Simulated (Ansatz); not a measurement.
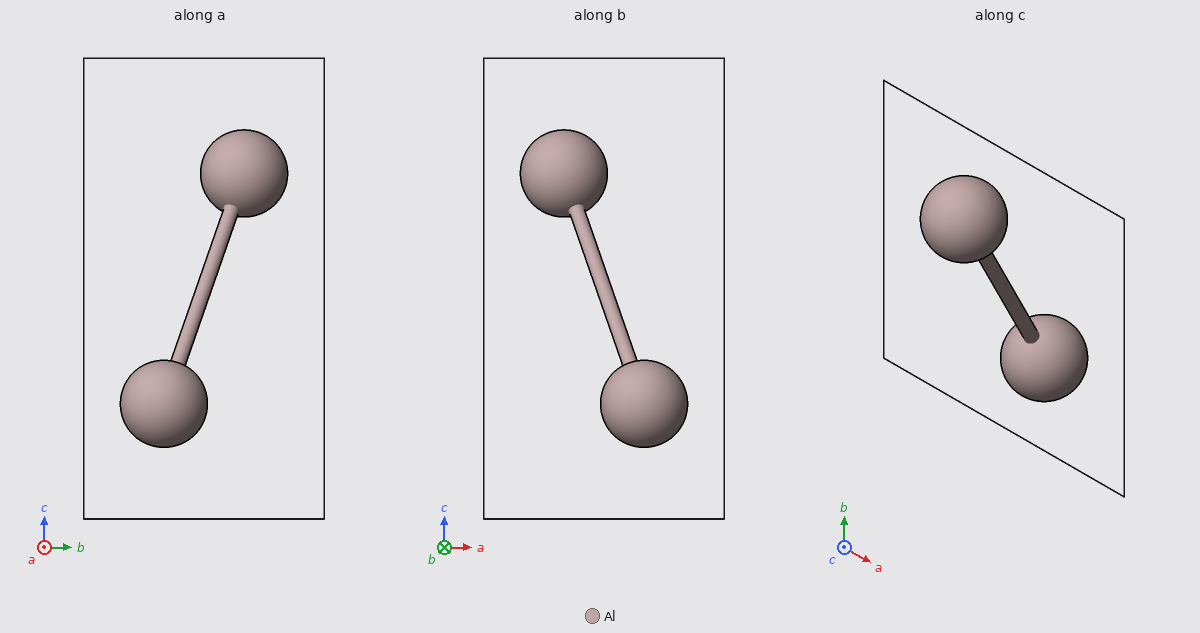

View along the a axis, along the b axis and along the c axis, drawn as a ball-and-stick model. The conventional unit cell is drawn as a box.

Lattice parameters: a = 2.851 Å, b = 2.851 Å, c = 4.729 Å, α = 90.00°, β = 90.00°, γ = 120.00°.

Express the structure as a table of Wyckoff sites.

Space group P6_3/mmc (No. 194).
```csv
atom,site,x,y,z
Al,2d,0.3333,0.6667,0.7500
```

The cell started as a structure type filled with this element by a generator (whether the element takes this form wasn't checked). What is shown is the relaxed result from DFT PBE, scalar-relativistic, plane waves, PAW (Ansatz 0.2.0).
